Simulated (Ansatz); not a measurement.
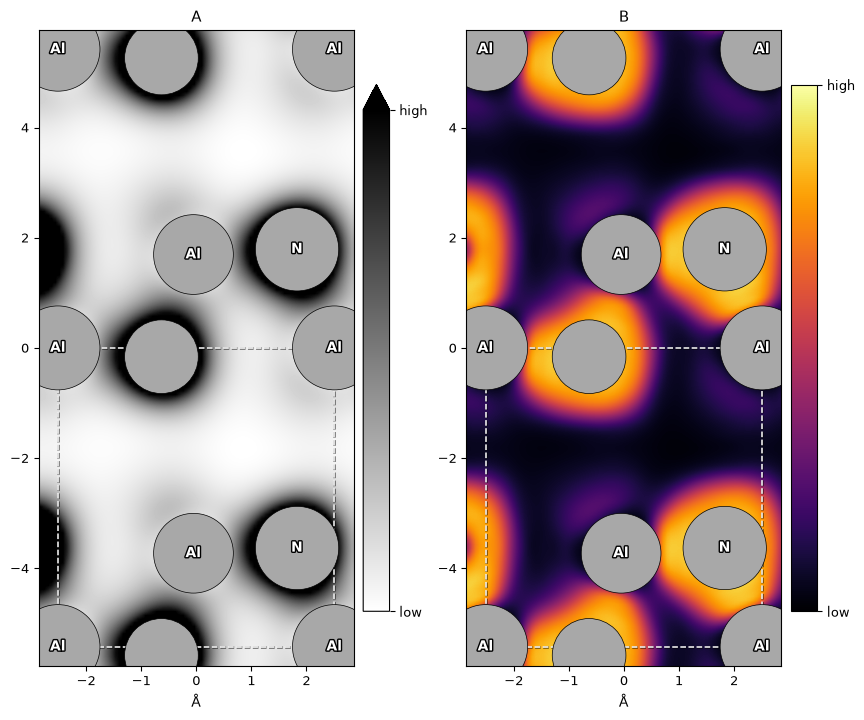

Al₆N₇ (cell charge −1, with a compensating background) (cell with a defect): 2 fields on the (010) plane of the calculation cell, with unlabelled colour scales. Grey discs cover the atomic cores.

Level of theory: Ansatz 0.2.0, DFT PBE, scalar-relativistic, plane waves, PAW.

> Match the panels to the quantities (electron localisation function and valence pseudo-density).

Panel A: valence pseudo-density. Panel B: electron localisation function. From the grid: Al–N (1.89 Å): the density is about 0.69 e/Å³ at the midpoint; the ELF peaks at about 0.90 between the atoms.
